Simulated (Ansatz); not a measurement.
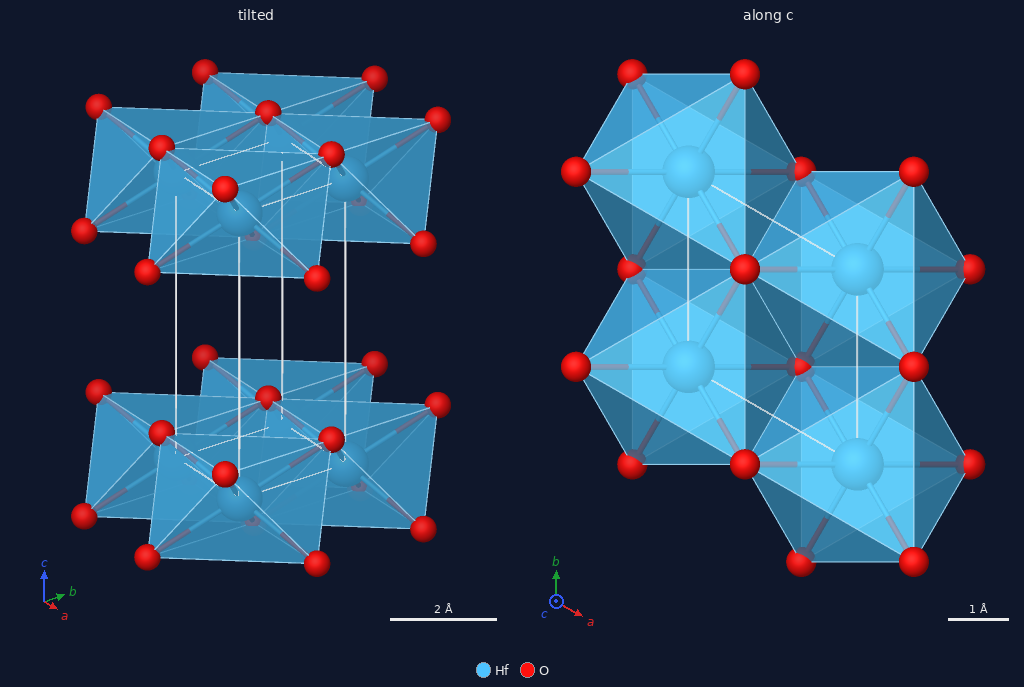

The image is a polyhedral drawing of a crystal, viewed slightly off an axis and along the c axis. The conventional unit cell is drawn as a box. Some neighbours outside the box are added.

HfO2, cadmium iodide (CdI₂, 1T) type, space group P-3m1 (No. 164), a = 3.252 Å, b = 3.252 Å, c = 5.602 Å, α = 90.00°, β = 90.00°, γ = 120.00°. The structure comes from a structure type filled with these elements by a generator (whether the compound takes this form wasn't checked). Earlier steps of the study may have refined or changed the cell and positions. A calculation with Ansatz used it as input.

This one geometry was computed with Ansatz (DFT, plane waves, PAW) at six levels of theory: r2SCAN, PBE, LDA, PBE with spin-orbit coupling, PBEsol and HSE06.

> Which level gives the highest pressure at this volume, and what does that say about its equilibrium volume?

Highest: PBE (0.0 GPa) and PBE with spin-orbit coupling (-0.2 GPa), which points to the largest equilibrium volume. Lowest, with the smallest volume: LDA (-8.1 GPa). Levels within 0.5 GPa of each other can't be told apart.

> How does the band gap change with the level of theory?

LDA: a gap of 4.60 eV on the k-mesh; PBEsol: a gap of 4.69 eV on the k-mesh; PBE with spin-orbit coupling: a gap of 4.75 eV on the k-mesh; PBE: a gap of 4.76 eV, indirect; r2SCAN: a gap of 5.28 eV on the k-mesh; HSE06: a gap of 6.41 eV on the k-mesh.

> Collect the results in a table.

| level | cutoff (eV) | k-mesh of the run's cell | gap (eV) | pressure (GPa) |
| --- | --- | --- | --- | --- |
| r2SCAN | 500 | 12×12×6 | 5.28 | -3.4 |
| PBE | 420 | 12×12×6 | 4.76 | 0.0 |
| LDA | 420 | 12×12×6 | 4.60 | -8.1 |
| PBE with spin-orbit coupling | 420 | 12×12×6 | 4.75 | -0.2 |
| PBEsol | 420 | 12×12×6 | 4.69 | -4.2 |
| HSE06 | 420 | 6×6×4 | 6.41 | -3.4 |

Gaps are taken on the k-mesh or band path of each run.
